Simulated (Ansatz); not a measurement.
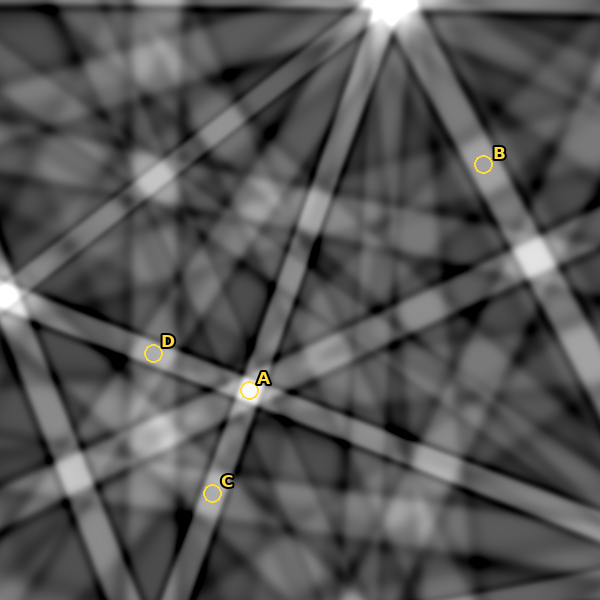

Simulated Kikuchi (electron backscatter) pattern at 10 kV: kinematic bands of width 2θ(Bragg) in gnomonic projection, seen from the camera side; the frame spans ±31° from its centre. Crystal: I, space group P6_3/mmc (No. 194), a = 4.221 Å, c = 4.930 Å (hexagonal axes). Structure: the end point of a relaxation with DFT r2SCAN, scalar-relativistic, plane waves, PAW in Ansatz; the starting structure was generated, so it need not be a known form of this composition.

Pole A is [211] and pole B is [320].

### Index the poles C and D.

C is [312], 11.4° from A and 45.9° from B. D is [322], 11.4° from A and 41.4° from B.

### Which band joins A and C, and how wide is it?

It comes from the planes common to both zones. The strongest order is 1 -1 -1 with d = 2.937 Å, so the band is 2θ = 2.4° wide (λ = 0.1220 Å).
